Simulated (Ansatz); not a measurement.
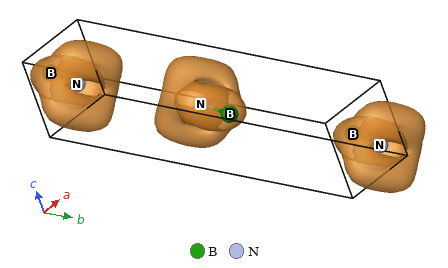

The picture shows: BN. Isosurface of the electron localisation function at 0.75 (orange), seen at an oblique angle. Core shells and regions of very low density are left out. Sticks mark near contacts.

Space group Pm; changed on purpose from its base cell (all B atoms moved +0.037 Å, as atom 1 along Cartesian [1 1 0]); not relaxed (largest force 1.6 eV/Å).

Theory: Ansatz, DFT PBEsol, scalar-relativistic, plane waves, PAW.

In a PAW calculation such maps are meaningful between the atoms, not at the nuclei.

```
CELL_PARAMETERS angstrom
1.25217 2.16883 0.00000
0.00000 0.00000 -7.01910
-2.50435 0.00000 0.00000
ATOMIC_POSITIONS crystal
B 0.67889 0.50000 0.32886
B 0.34556 0.00000 0.66219
N 0.66667 0.00000 0.33333
N 0.33333 0.50000 0.66667
```

Q: What do the ELF domains correspond to?

A: At this value the surface marks out two regions on N in which the atom's valence shell and bonds are merged, counted in one cell of 4 atoms. Regions shared between cells count once. Profiles from the grid: B–N (1.41 Å): the ELF peaks at about 0.95 between the atoms (a polar covalent bond). B–N (1.46 Å): the ELF peaks at about 0.95 between the atoms; a polar covalent bond.
